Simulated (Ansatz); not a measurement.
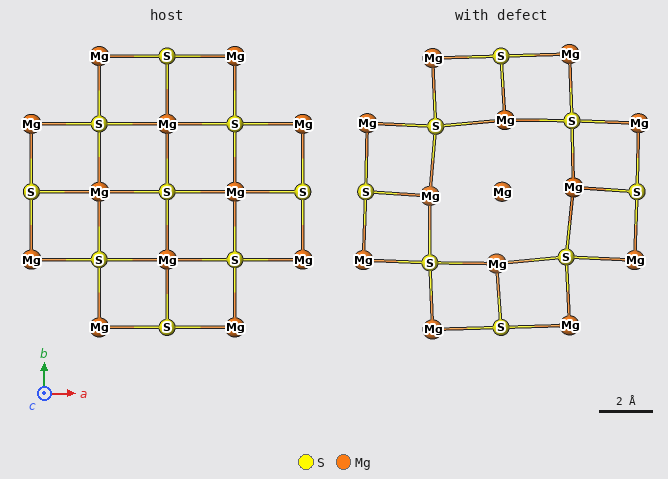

Left: perfect MgS. Right: the same region with one point defect, after relaxing the atoms in a supercell of 64 sites. A ball-and-stick model of the atoms within 6.0 Å of one point, in a slice 5.0 Å thick across the line of sight, seen along the c axis.

All numbers below come from Ansatz, DFT, PBEsol, PAW, plane waves. Settings: plane-wave cutoff 420 eV; k-point mesh 1 × 1 × 1; mesh shifted by (0.25, 0.25, 0.25); no spin polarisation. Fermi-Dirac smearing of 0.01 eV. The axes drawn are those of the host's conventional cell.

### Which defect is it?

A sulfur atom is replaced by magnesium.

The charge state of the cell is 0.

### What does the relaxation do around it?

In the host the S atom has 6 Mg at 2.59 Å; the Mg atom ends with 6 Mg at 2.74 to 2.77 Å. Of the host's atoms, a magnesium atom moves furthest from its site, by 0.30 Å. The Mg atom itself moves 0.06 Å from where it was put.
